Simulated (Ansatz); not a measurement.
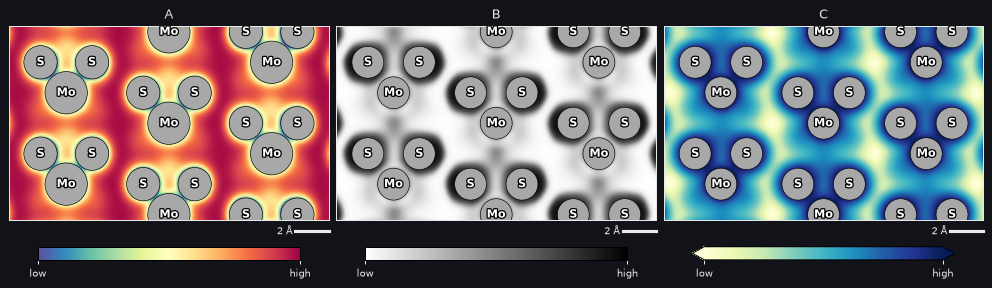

MoS$_{2}$: 3 fields on the (110) plane of the conventional cell, with unlabelled colour scales. Grey discs cover the atomic cores.

Space group R3m; computed pressure about 2 GPa in this cell.

The calculation used Kohn-Sham DFT of a periodic cell, HSE06 form with a typed share of exact exchange, Ansatz PAW (Ansatz 0.2.0).

Match the panels to the quantities (electron localisation function, electrostatic potential energy of an electron and valence pseudo-density).

Panel A: electrostatic potential energy of an electron (low next to the atoms, rising into the space between them). Panel B: electron localisation function. Panel C: valence pseudo-density. From the grid: Mo–S (2.39 Å): ρ is about 0.64 e/Å³ halfway; the ELF peaks at about 0.85 in the valence shell of S, 0.8 Å from its nucleus, and is about 0.45 at the midpoint.
